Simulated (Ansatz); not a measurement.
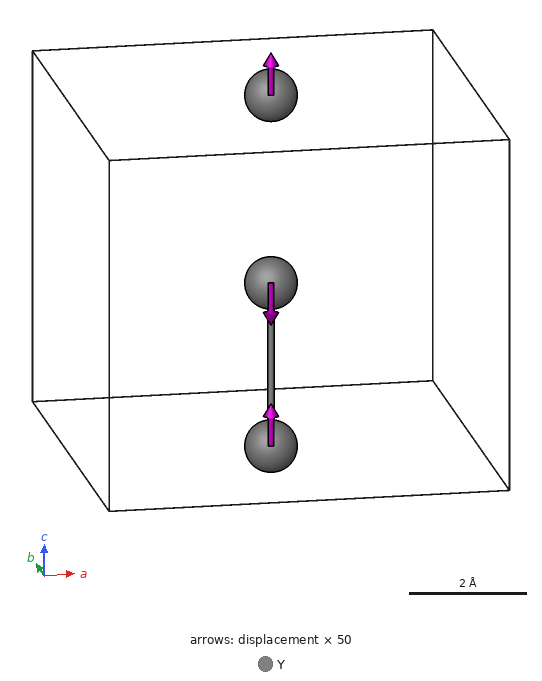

This is a relaxation of a wire of composition Y. The starting structure is drawn; purple arrows show the displacements (the part carried along by the change of the cell is left out), magnified 50 times.

The picture is a ball-and-stick view of the cell of the calculation, with the vacuum cut short, seen slightly off an axis.

Case: dimerised chain of atoms.

Computed with DFT PBEsol, scalar-relativistic, plane waves, PAW in Ansatz. Settings: plane-wave cutoff 420 eV; k-point mesh 1 × 1 × 11; occupations gaussian; smearing width 0.05 eV; collinear spin; cell relaxed at fixed a, b, alpha, beta, gamma; force threshold 0.01 eV/Å; at most 45 steps.

### What happened in the run?

The largest moves relative to the layer's centre, 0.016 Å, are those of Y atoms. Along the periodic axis the drawn cell goes c 6.264 → 6.056 Å (−3.3 %). Near-neighbour distances that change, for instance: Y–Y 2.913 → 2.785 Å, Y–Y 3.351 → 3.271 Å. The energy falls by 40.3 meV per cell of the calculation in 4 accepted moves (5 points after the start). Largest force component: 0.26 eV/Å at the start, 0.0066 eV/Å at the end. The SCF was repeated once at an unchanged geometry on a basis and grid sized afresh for the cell, which shifted the energy by less than 0.05 meV per cell of the calculation at most. The run took 29 s on 2 threads of Intel(R) Xeon(R) Platinum 8375C CPU @ 2.90GHz (Ice Lake), on a shared host, peak memory 0.77 GiB.

Limits of the set-up: the k-point mesh is coarse for a cell with partly filled bands.
